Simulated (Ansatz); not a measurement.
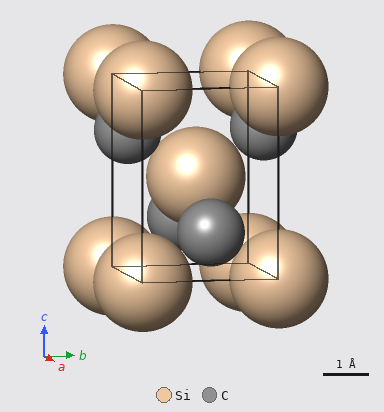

A space-filling rendering, viewed slightly off an axis. Thin lines show the conventional unit cell, with boundary atoms drawn in all their periodic places.

SiC, space group I-4m2 (No. 119), a = 3.111 Å, b = 3.111 Å, c = 4.328 Å, α = 90.00°, β = 90.00°, γ = 90.00°. Its origin is a structure type filled with these elements by a generator (whether the compound takes this form wasn't checked). The cell was then strained or its atoms displaced on purpose. A calculation with Ansatz used it as input.

This one geometry was computed with Ansatz (DFT, plane waves, PAW) at three levels of theory: HSE06, r2SCAN and PBE. It was relaxed with r2SCAN and then strained.

Which level gives the highest pressure at this volume, and what does that say about its equilibrium volume?

Highest: PBE (0.6 GPa), which points to the largest equilibrium volume. Lowest, with the smallest volume: HSE06 (-4.1 GPa). Levels within 0.5 GPa of each other can't be told apart.

How does the band gap change with the level of theory?

PBE: a gap of 1.20 eV, indirect; r2SCAN: a gap of 1.55 eV, indirect; HSE06: a gap of 2.06 eV, indirect.

Collect the results in a table.

| level | cutoff (eV) | k-mesh of the run's cell | gap (eV) | pressure (GPa) |
| --- | --- | --- | --- | --- |
| HSE06 | 420 | 8×8×8 | 2.06 | -4.1 |
| r2SCAN | 500 | 10×10×10 | 1.55 | -3.0 |
| PBE | 420 | 10×10×10 | 1.20 | 0.6 |

Gaps are taken on the k-mesh or band path of each run.
